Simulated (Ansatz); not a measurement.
**NbH₂: band-structure calculation**

NbH₂ (3 atoms in the cell), computed with DFT, LDA, all-electron LAPW, scalar-relativistic, no spin polarisation (Ansatz 0.2.0).

The structure derives from an entry of the Crystallography Open Database. It belongs to a series of runs on one base structure; here: equal xx and yy strain of -2 %. Figures and captions count atoms from 1; the log counts them from 0 in places.

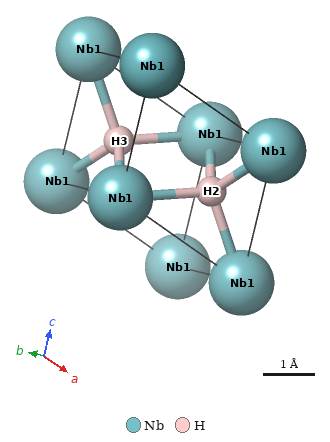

The input geometry (ball-and-stick view of the reduced cell, seen slightly off an axis; atoms are numbered from 1 in the order of the input). An atom can appear more than once, as a periodic image.

The input:
```yaml
crystal:
  lattice:
    - [0.0, 2.23587, 2.2815]
    - [2.23587, 0.0, 2.2815]
    - [2.23587, 2.23587, 0.0]
  atoms:
    - { symbol: Nb, position: [0.0, 0.0, 0.0] }
    - { symbol: H, position: [0.25, 0.25, 0.25] }
    - { symbol: H, position: [0.75, 0.75, 0.75] }
kpoints:
  mp_grid: { grid: [15, 15, 15] }
  band_path:
    path:
      - [0.0, 0.0, 0.0]
      - [0.0, 0.5, 0.5]
      - [0.25, 0.75, 0.5]
      - [0.0, 0.5, 0.0]
      - [0.0, 0.0, 0.0]
      - [0.5, 0.5, 0.0]
      - [0.37005, 0.62995, 0.0]
      - [-0.37005, 0.37005, 0.0]
      - [0.0, 0.0, 0.0]
    npoints: 5
scf:
  occupations: { method: fermi_dirac, width: 0.03 }
hamiltonian:
  xc: lda
  pseudopotentials: { kind: all_electron, lapw: { basis_error: 0.001 } }
output:
  forces: true
  stress: true
  eigenvalues: true
```

Hardware: 1 thread of Intel Xeon (Granite Rapids), 32 GiB of memory available, shared host.

Command:
```bash
ansatz run input.yaml --threads 1 --pin off --max-ram 4096MiB --backend cpu --events-out ev --progress --plain --runs-dir out
```

Output:
```
LAPW: plane waves up to 8.564 Å⁻¹, error target 1.0e-3 eV per atom; small_component_spin mean_spin; H in spheres of 0.670 Å, 1 of its electrons in bands, Dirac shells []; Nb in spheres of 1.280 Å, 31 of its electrons in bands, Dirac shells [] (how accurate: hamiltonian.pseudopotentials.lapw.basis_error, Limitations)
Engine: ansatz 0.2.0, x86_64-unknown-linux-gnu
Pseudopotentials: kind: all_electron
Pseudopotential: Nb, LAPW, valence charge 31, lapw/all_electron/scalar/gaussian/Nb, Koelling and Harmon's equation, gaussian nucleus
Pseudopotential: H, LAPW, valence charge 1, lapw/all_electron/scalar/gaussian/H, Koelling and Harmon's equation, gaussian nucleus
Functional definition: SPW92
  exchange = slater_x
  correlation = pw_c
Crystal: 3 atoms, lattice volume = 22.811 Å³
Basis set: ecut = 279.4165667556985 eV, 259 PW (Γ), exchange–correlation at level 2
Bands: 21, of which v1, the nominal top of the filled ones, is band 17 counted from 1 (16 counted from 0)
Symmetry: 16 space group operations
Space group: I4/mmm (ITA 139), of the structure as read, at distance tolerance 2.8e-5 Å
k-points: 288 of 3375
Non-local potential: Nb, projectors of the file, none
Non-local potential: H, projectors of the file, none
Initial density: superposition of atomic densities (chi_scale 0.1, normalization cell, long waves kept (reshape's long-wave potential 0.00 eV rms))
Initial wavefunctions: plane waves of lowest kinetic energy (no species holds an atomic orbital)
Functional: x = slater, c = lda
iter 1 solved again at ethr=6.06e-3 eV; its pass at ethr=1.00e-1 eV (dr2=2.00e0 eV) is discarded
SCF iter   1: F=—  HF=-103869.821597 eV  |F-HF|=—  |Δ(HF+E_count)|=         —  Δρ=9.62e-2  dr2=2.00e0  ethr=6.06e-3  ⟨swp⟩=2.0  Hψ=40538  notcnv=0
preconditioner: auto → Kerker (q_TF=auto, 2.901 Å⁻¹)  [metal: Δε(μ)=0.009 eV  Ē_g=9.834 eV  σ=0.030 eV  W_gap=0.08  n_scr=14 (ndim 8)  ℏωp=20.6 eV  f_vac=0.000  D(μ)=0.93/eV (n_scr^D=8)]
SCF iter   2: F=—  HF=-103868.625146 eV  |F-HF|=—  |Δ(HF+E_count)|=    1.20e0  Δρ=4.61e-2  dr2=5.02e-1  ethr=6.05e-3  ⟨swp⟩=2.4  Hψ=16466  notcnv=0
SCF iter   3: F=—  HF=-103868.459601 eV  |F-HF|=—  |Δ(HF+E_count)|=   1.66e-1  Δρ=2.09e-2  dr2=1.15e-1  ethr=1.52e-3  ⟨swp⟩=2.3  Hψ=18477  notcnv=0
iter 4 solved again at ethr=2.23e-5 eV; its pass at ethr=3.48e-4 eV (dr2=7.37e-3 eV) is discarded
SCF iter   4: F=—  HF=-103868.441621 eV  |F-HF|=—  |Δ(HF+E_count)|=   1.80e-2  Δρ=5.24e-3  dr2=7.38e-3  ethr=2.23e-5  ⟨swp⟩=2.0  Hψ=30745  notcnv=0
SCF iter   5: F=—  HF=-103868.440824 eV  |F-HF|=—  |Δ(HF+E_count)|=   7.97e-4  Δρ=1.51e-3  dr2=5.31e-4  ethr=2.23e-5  ⟨swp⟩=2.0  Hψ=17527  notcnv=0
SCF iter   6: F=—  HF=-103868.440787 eV  |F-HF|=—  |Δ(HF+E_count)|=   3.73e-5  Δρ=5.86e-4  dr2=8.61e-5  ethr=1.61e-6  ⟨swp⟩=2.0  Hψ=17468  notcnv=0
SCF iter   7: F=—  HF=-103868.440774 eV  |F-HF|=—  |Δ(HF+E_count)|=   1.24e-5  Δρ=9.54e-5  dr2=2.46e-6  ethr=2.61e-7  ⟨swp⟩=2.0  Hψ=17467  notcnv=0
SCF iter   8: F=—  HF=-103868.440773 eV  |F-HF|=—  |Δ(HF+E_count)|=   6.01e-7  Δρ=2.76e-5  dr2=1.72e-7  ethr=7.45e-9  ⟨swp⟩=3.0  Hψ=18044  notcnv=0
SCF iter   9: F=-103868.440773 eV  HF=-103868.440773 eV  |F-HF|=1.46e-10  |Δ(HF+E_count)|=   8.29e-8  Δρ=3.51e-6  dr2=1.97e-9  ethr=5.20e-10  ⟨swp⟩=2.0  Hψ=17467  notcnv=0
SCF 1 converged in 9 iterations: F = -103868.440773 eV  dr2 = 1.97e-9
```

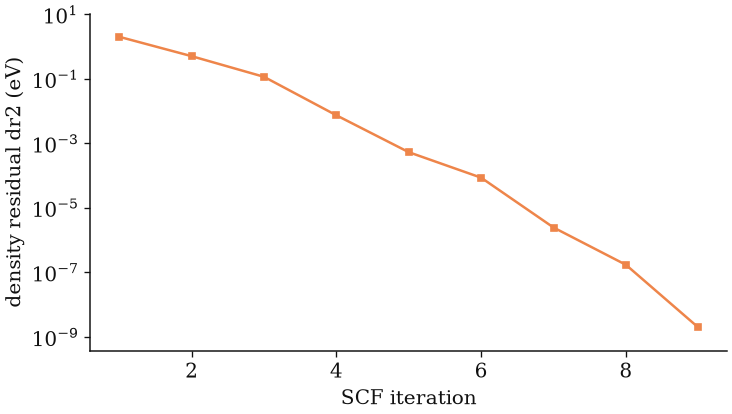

Convergence of the self-consistent field: density residual dr2 against the SCF iteration. The residual falls at every step.

```
NSCF: frozen V_eff on 41 k-points
SCF converged after 9 iterations
Free energy (F): -103868.440773 eV
Harris-Foulkes:  -103868.440773 eV  (|F-HF|=1.46e-10)
Internal energy: -103868.437781 eV  (E = F + TS)
E sigma→0 (E₀):  -103868.439277 eV
Entropy (-TS):   -0.002992 eV (-0.997 meV/atom)
Fermi energy:    17.316793 eV
--- Per-component energies (eV) ---
  E_band       = -4617.491682
  E_kinetic    = 107425.484739
  E_xc         = -3149.667599
  E_electrostatic = -208144.254921  (all electrons and nuclei)
  E_smearing   = -0.002992  (= −TS)
  E_closure    = 0.000000  (closes the sum)
  E_atoms      = -103849.164357  (free atoms, spherical and without spin; not in F)
  Σ components = -103868.440773   (vs F -103868.440773, Δ=0.00e0)
  Basis errors (estimates in eV, not in F): energy 4.9e-4 per atom: plane waves 4.4e-4 (2.8e-4 summed), levels above the bands 8.0e-129, relativity 4.1e-9, radial functions 4.6e-5, core shells 1.0e-12; eigenvalues (radial functions only) 1.1e-5; not estimated: angular momenta, meshes, grids; target (lapw.basis_error) 1.0e-3; muffin-tin radii H 0.670 Å, Nb 1.280 Å
--- Forces (eV/Å), atoms counted from 1 ---
  atom   1  Nb     0.00000000     0.00000000    -0.00000000
  atom   2  H      0.00000000     0.00000000     0.00000000
  atom   3  H     -0.00000000     0.00000000     0.00000000
  max |Σ_I F_I| component: 4.34e-19 eV/Å
--- Stress (GPa, compression-positive) ---
        0.059475       0.000000       0.000000
        0.000000       0.059475       0.000000
        0.000000       0.000000      -2.831875
  P = ⅓ Tr σ = -0.9043 GPa (-9.043 kbar)
--- Band table (eV; the first three rows and the last of 288) ---
  k-point 0: bands = ["-417.0008", "-325.6192", "-325.6192", "-325.6163", "-175.8714", "-175.8707", "-175.8707", "-175.8651", "-175.8612", "-37.8813", "-13.6843", "-13.6705", "-13.6705", "6.4617", "15.7767", "15.9287", "15.9287", "16.2505", "18.5010", "18.7723", "29.9873"]
  k-point 1: bands = ["-417.0008", "-325.6192", "-325.6192", "-325.6163", "-175.8714", "-175.8707", "-175.8707", "-175.8651", "-175.8612", "-37.8768", "-13.7129", "-13.6833", "-13.6744", "6.5904", "14.6996", "15.8912", "15.9950", "17.5881", "18.4493", "18.7100", "28.7262"]
  k-point 2: bands = ["-417.0008", "-325.6192", "-325.6192", "-325.6163", "-175.8714", "-175.8707", "-175.8707", "-175.8651", "-175.8612", "-37.8643", "-13.8140", "-13.6979", "-13.6855", "6.9558", "13.5598", "16.0538", "16.1665", "18.3491", "18.5755", "19.1810", "27.3904"]
  k-point 287: bands = ["-417.0008", "-325.6192", "-325.6192", "-325.6163", "-175.8714", "-175.8707", "-175.8707", "-175.8651", "-175.8612", "-37.7490", "-14.4495", "-13.9371", "-13.9151", "9.7386", "12.1724", "12.8511", "20.0976", "20.2888", "20.4967", "24.2263", "25.0793"]
```

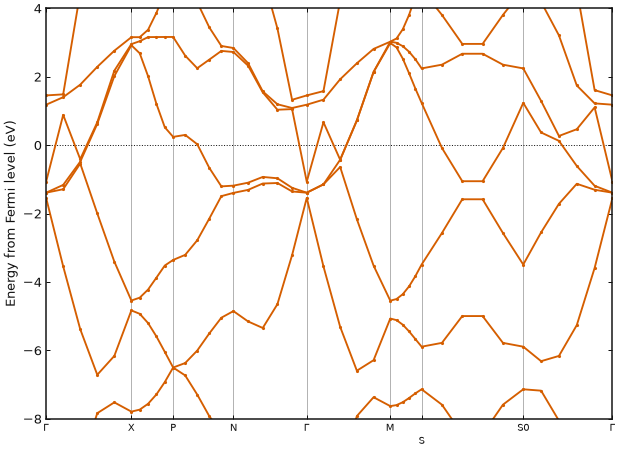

Band structure along Γ–X–P–N–Γ–M–S–S0–Γ, with energies from the Fermi level. Bands cross the Fermi level: a metal at this level of theory.

Results in brief:

| quantity | value |
| --- | --- |
| outcome | converged |
| space group (tolerance 0.01 Å) | I4/mmm (139) |
| electrons in bands (core shells apart) | 33 |
| free energy | −103868.4408 eV |
| Fermi energy | 17.317 eV |
| pressure | −0.90 GPa |
| electronic character | metal |
| largest force (length of the vector) | under 0.001 eV/Å |
| wall time | 22 s |
| peak memory | 0.65 GiB |
